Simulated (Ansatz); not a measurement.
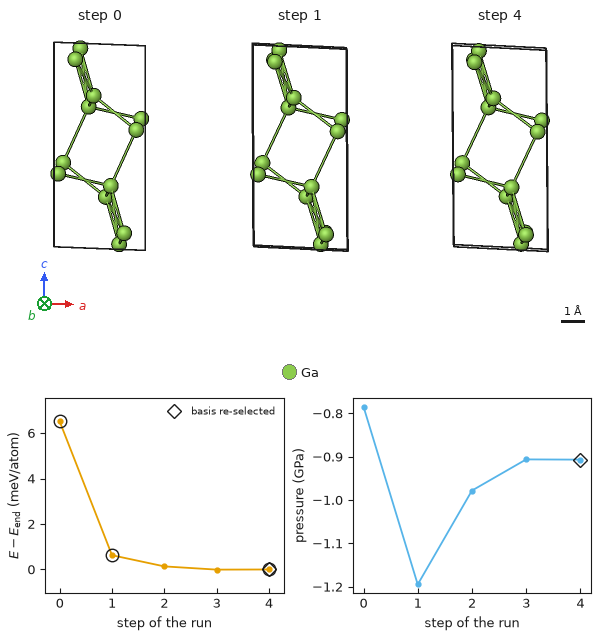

Frames of a relaxation of a crystal of Ga (set up in P2_1/c), marked on the history of the run. Style: ball-and-stick. Shown: the reduced cell, along the b axis. Lengths and directions refer to the drawn axes.

Case: film's bulk on the substrate's plane, third vector and atoms relaxed.

The calculation used DFT PBE, scalar-relativistic, plane waves, PAW (Ansatz 0.2.0).

The input:
```yaml
crystal:
  lattice:
    - [6.6994692723, 0.0, 0.0]
    - [-2.2331564241, 9.9869791373, 0.0]
    - [-1.4368516086, 1.6064489352, 3.7573712369]
  atoms:
    - { symbol: Ga, position: [0.2737773165, 0.3087424979, 0.3437076794] }
    - { symbol: Ga, position: [0.6071106498, 0.9754091646, 0.3437076794] }
    - { symbol: Ga, position: [0.9404439831, 0.6420758313, 0.3437076794] }
    - { symbol: Ga, position: [0.0029157694, 0.079604045, 0.1562923206] }
    - { symbol: Ga, position: [0.3362491027, 0.7462707117, 0.1562923206] }
    - { symbol: Ga, position: [0.6695824361, 0.4129373783, 0.1562923206] }
    - { symbol: Ga, position: [0.0595560169, 0.3579241687, 0.6562923206] }
    - { symbol: Ga, position: [0.3928893502, 0.0245908354, 0.6562923206] }
    - { symbol: Ga, position: [0.7262226835, 0.6912575021, 0.6562923206] }
    - { symbol: Ga, position: [0.3304175639, 0.5870626217, 0.8437076794] }
    - { symbol: Ga, position: [0.6637508973, 0.2537292883, 0.8437076794] }
    - { symbol: Ga, position: [0.9970842306, 0.920395955, 0.8437076794] }
basis:
  ecutwfc: 420
kpoints:
  mp_grid: { grid: [6, 4, 9] }
hamiltonian:
  xc: pbe
scf:
  occupations: { method: gaussian, width: 0.1 }
output:
  forces: true
  stress: true
  eigenvalues: true
relax:
  adjacent_minimum: "off"
  f_tol: 0.01
  max_steps: 50
  cell: { fix: [a, b, gamma], stress_tol: 0.1 }
```

Command:
```bash
ansatz run input.yaml --threads 8 --pin off --max-ram 28672MiB --backend cpu --events-out ev --progress --plain --runs-dir out
```

### What happens along the run?

The energy falls by 6.5 meV per atom in 3 accepted moves (4 points after the start). The largest force component goes from 0.11 to 0.0025 eV/Å. Pressure: −0.78 GPa at the start and −0.91 GPa at the end. The SCF was repeated once at an unchanged geometry on a basis and grid sized afresh for the cell, which shifted the energy by less than 0.05 meV per atom at most. The largest moves relative to the cell, 0.033 Å, are those of Ga4, Ga5, Ga6, Ga10, Ga11 and Ga12. Ga11 goes roughly along [0 −2 −1]. The drawn cell changes as follows: a 4.332 → 4.450 Å (+2.7 %), b 6.663 → 6.594 Å (−1.0 %), c 9.219 → 9.058 Å (−1.7 %), α 94.5° → 92.8°, β 90.7° → 92.0°, γ 108.5° → 108.3°; the volume changes by +0.1 %. Some distances before and after: Ga4–Ga11 2.793 → 2.714 Å, Ga1–Ga8 2.793 → 2.715 Å, Ga1–Ga7 2.518 → 2.549 Å, Ga1–Ga4 2.876 → 2.900 Å. The space group stays P2_1/c (No. 14). The run took 56 s on 8 threads of AMD EPYC 9R45 96-Core Processor (Zen 5), on a shared host, peak memory 2.6 GiB. From step 0 to 1: Ga atoms move most (0.02 Å), volume +0.7 %, energy −5.9 meV per atom. From step 1 to 4: Ga atoms move most (0.02 Å), volume −0.6 %, energy −0.6 meV per atom.

```tsv
step	E − E(0), meV/atom	largest force component, eV/Å	pressure, GPa	volume, Å³/atom	note
0	0.00	0.1101	-0.78	20.950	
1	-5.88	0.0461	-1.19	21.101	
2	-6.37	0.0153	-0.98	21.005	
3	-6.52	0.0024	-0.91	20.978	
4	-6.51	0.0025	-0.91	20.978	same geometry, new basis
```
